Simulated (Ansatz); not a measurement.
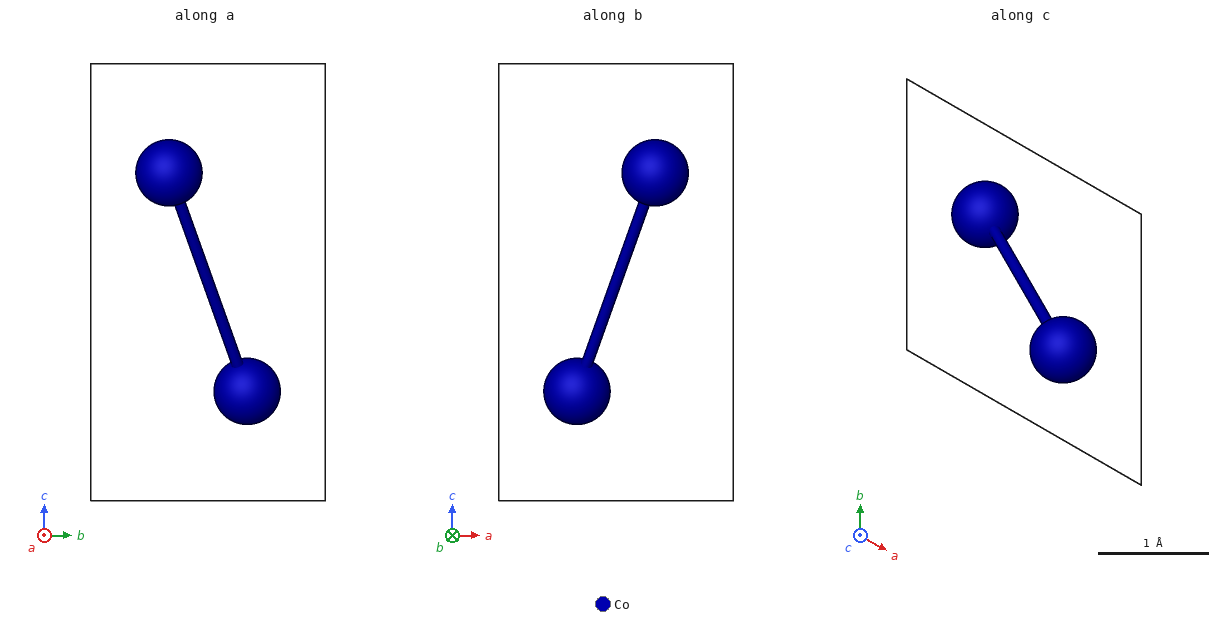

Ball-and-stick drawing of the structure, looking along the a axis, along the b axis and along the c axis. The wireframe shows the conventional unit cell.

Lattice parameters: a = 2.4625 Å, b = 2.4625 Å, c = 3.9735 Å, α = 90.000°, β = 90.000°, γ = 120.000°.

Write the structure as a CIF with its space group and independent sites.

Answer.
```cif
data_structure
_symmetry_space_group_name_H-M 'P 63/m m c'
_symmetry_Int_Tables_number 194
_cell_length_a 2.4625
_cell_length_b 2.4625
_cell_length_c 3.9735
_cell_angle_alpha 90.000
_cell_angle_beta 90.000
_cell_angle_gamma 120.000
_cell_volume 20.87
loop_
_atom_site_label
_atom_site_type_symbol
_atom_site_symmetry_multiplicity
_atom_site_Wyckoff_symbol
_atom_site_fract_x
_atom_site_fract_y
_atom_site_fract_z
_atom_site_occupancy
Co1 Co 2 c 0.6667 0.3333 0.7500 1
```

Its origin is a structure type filled with this element by a generator (whether the element takes this form wasn't checked). Earlier steps of the study may have refined or changed the cell and positions. Ansatz was used for an electronic-structure calculation on it.
